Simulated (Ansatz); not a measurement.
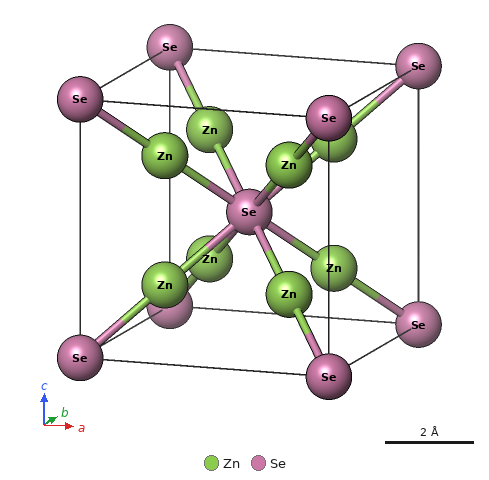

A ball-and-stick rendering, viewed slightly off an axis. Lines trace the edges of the conventional unit cell. Cell: a = 6.04 Å, b = 6.04 Å, c = 6.04 Å, α = 90.00°, β = 90.00°, γ = 90.00°.

The model was built from a structure type filled with these elements by a generator (whether the compound takes this form wasn't checked). Earlier steps of the study may have refined or changed the cell and positions. It was the input of a calculation with Ansatz.

Give a description of the structure.

Answer. The solid is Zn4Se. Space group: Im-3m (No. 229). Lattice: body-centred cubic. The cell comprises 2 formula units: 8 Zn, 2 Se. The neighbours of Zn are two Se in a linear arrangement at about 2.6 Å. The neighbours of Se are eight Zn in a cubic arrangement at about 2.6 Å. The bonds build a three-dimensional framework.

Theory: DFT PBE, scalar-relativistic, plane waves, PAW (Ansatz 0.2.0). Numerical settings: wavefunction cutoff 420 eV, k-points about 0.15 Å⁻¹ apart, Gaussian smearing of 0.1 eV, no spin polarisation.

Does it come out as a metal, or with a gap?

Answer. A metal: bands cross the Fermi level.

How charged are the atoms, by the Bader scheme?

Answer. Zn +0.17 e; Se -0.68 e.

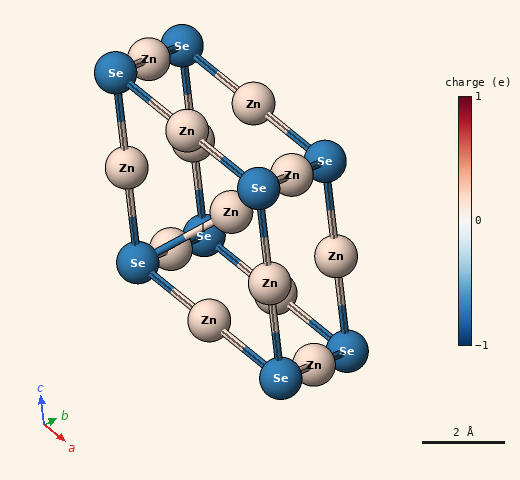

The atoms coloured by those charges. The run's cell of 5 atoms is drawn, so axes and origin can differ from the first picture.

Is this an equilibrium geometry for the method given?

Answer. Yes. All forces vanish to within 0.01 eV/Å. The pressure is 0.0 GPa, close to zero.
